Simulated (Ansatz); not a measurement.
# Elastic response of wurtzite SiC, size series (72 atoms): runs compared

How stiff is wurtzite SiC, size series (72 atoms), and how do its levels respond to strain?

Computed with Ansatz 0.2.0: Kohn-Sham DFT, PBE, PAW (set soft_2), plane waves.

## Step 1: The cell as built

The cell holds 72 atoms: 36 Si and 36 C. Cell: a = 9.228 Å, b = 9.228 Å, c = 10.096 Å, α = 90.0°, β = 90.0°, γ = 120.0°. It derives from SiC (wurtzite), repeated 3×3×2. Wurtzite SiC (a = 3.076 Å, c = 5.048 Å), 3 x 3 x 2 conventional cells; ideal positions.

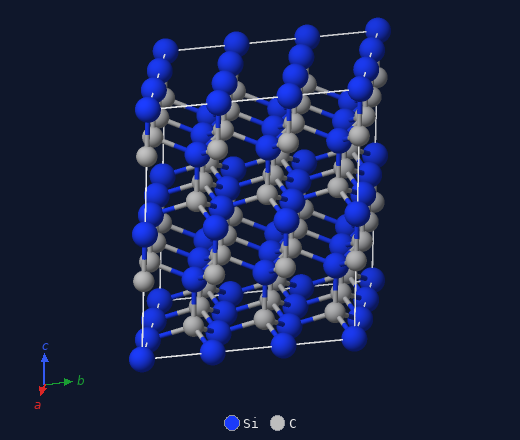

The cell as built. Bonds to atoms that aren't drawn are left out. Some periodic images of atoms are drawn too.

What the set-up can't give: Only the Γ point is sampled.

## Step 2: The reference run

The reference is a single point at the end of the relaxation.

Every strained cell starts from the geometry of this run, and its atoms are relaxed with the cell held.

Its input, with most atom lines left out:

```yaml
crystal:
  lattice:
    - [9.31108, 0.0, 0.0]
    - [-4.65554, 8.06363, 0.0]
    - [0.0, 0.0, 10.1051]
  atoms:
    - { symbol: Si, position: [1.0, 1.0, 0.00085] }
    - { symbol: C, position: [0.11111, 0.22222, 0.06165] }
    - { symbol: Si, position: [0.11111, 0.22222, 0.25085] }
    - { symbol: C, position: [1.0, 1.0, 0.31165] }
    - { symbol: Si, position: [1.0, 1.0, 0.50085] }
    - { symbol: C, position: [0.11111, 0.22222, 0.56165] }
    - { symbol: Si, position: [0.11111, 0.22222, 0.75085] }
    [... atom lines 8 to 72 left out ...]
kpoints:
  mp_grid: { grid: [1, 1, 1] }
hamiltonian:
  xc: pbe
scf:
  occupations: { method: fermi_dirac, width: 0.025 }
output:
  forces: true
  stress: true
  populations: true
  dos:
    method: { smearing: { sigma: 0.15 } }
    de: 0.1
    projected: { site_lists: { C: [C], Si: [Si] } }
  eigenvalues: true
  write_density: true
  write_potential: true
  volumetric_format: npy
  elf: true
```

| Quantity | Value |
| --- | --- |
| free energy per atom | -443.4531 eV/atom |
| r.m.s. force component | 1.00e-5 eV/Å |
| pressure | 0.0006119 GPa |

Filled and empty levels are parted by 2.33 eV at Γ alone; the mesh holds the band edges only if they fold onto it, so the gap at this level can be narrower or closed, while semilocal functionals tend to narrow gaps against experiment.

## Step 3: The runs

Each row is one run, on 4 threads of Arm Neoverse V1, shared host. The free energy is the program's total, comparable only between runs with the same functional, potentials and atoms.

```tsv
run	atoms	outcome	ionic steps, all passes	free energy (eV)	time	host memory (GiB)
Single point at the start	72	converged	-	-31928.327	2.7 s	0.79
Cell and atoms relaxed	72	converged	8	-31928.623	24 s	0.80
Single point at the relaxed geometry	72	converged	-	-31928.623	5.4 s	0.81
Volume -3 %	72	converged	2	-31928.151	7.4 s	0.81
Volume +3 %	72	converged	2	-31928.194	7.6 s	0.83
Volume -6 %	72	converged	2	-31926.624	7.2 s	0.80
Volume +6 %	72	converged	2	-31926.984	7.8 s	0.85
Volume -10 %	72	converged	2	-31922.654	7 s	0.78
Stretched by 1 % along x	72	converged	2	-31928.504	8.6 s	0.83
Compressed by 1 % along x	72	converged	3	-31928.500	12 s	0.82
Sheared by 2 % in xy	72	converged	3	-31928.434	12 s	0.83
```

In some runs the program notes that positions were snapped to a detected symmetry and the SCF threshold is loose for the stress.

## Step 4: Pressure against volume

Atoms are relaxed at each volume, in the scaled cell.

```tsv
volume change (%)	volume (Å³/atom)	energy change (meV/atom)	pressure (GPa)	largest move on relaxing (Å)	bonds	gap (eV)
-10	9.484	82.90	27.41	0.00	144	2.13
-6	9.905	27.77	14.82	0.00	144	2.21
-3	10.221	6.56	6.87	0.00	144	2.27
+0	10.538	0.00	0.00	-	144	2.33
+3	10.854	5.96	-5.93	0.00	144	2.38
+6	11.170	22.77	-11.03	0.00	144	2.43
```

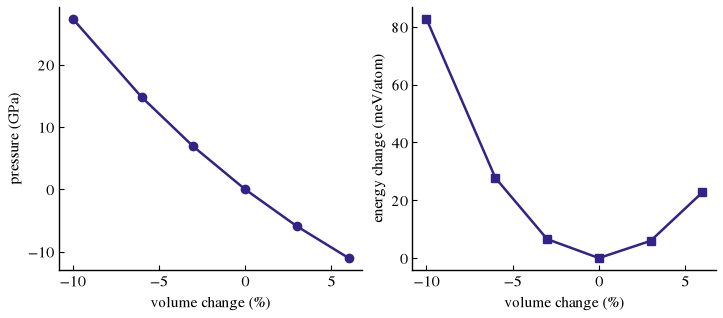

Pressure and energy against volume.

## Step 5: Uniaxial strain and shear

Stress (GPa, compression positive) less that of the relaxed cell, atoms relaxed:

```tsv
strain	xx	yy	zz	xy	energy change (meV/atom)
stretched by 1 % along x	-5.031	-0.904	-0.333	0.000	1.66
compressed by 1 % along x	5.131	1.081	0.437	0.000	1.71
sheared by 2 % in xy	-0.020	0.115	-0.019	-3.934	2.62
```

## Step 6: What came out

The bulk modulus, from the slope of pressure against ln V over the three points nearest the relaxed volume, is 213 GPa; a quadratic over all points gives a pressure derivative of about 4.1. The gap goes from 2.13 eV at the smallest volume to 2.43 eV at the largest, +1.9 eV per unit of ln V by a straight line, on the run's k-points. In the Cartesian axes of the cell, finite differences give C11 = 508, C12 = 99.2, C13 = 38.5 and C66 = 197 GPa (the shear of 2 % is the engineering strain, εxy = 0.01).

**Limits.** Strains are finite and relaxations stop at the force tolerance of the input, which can leave moduli too stiff; they are those of a static cell at zero temperature. Volumes are changed with the cell's shape held, so in an anisotropic solid the modulus lies over the one under free hydrostatic load. The program notes that the SCF threshold of the relaxations is loose for the stress.

The DFT runs together took 1.7 min of wall time.

[Logs are printed without paths, hosts, clocks, repeated set-up lines and the standing remarks that a program may print on its own settings, such as how far it seeks lower states.]

[Hosts, paths, dates, database ids (printed as entryN), source tags and the programs' standing remarks are cut or masked in the printed files.]
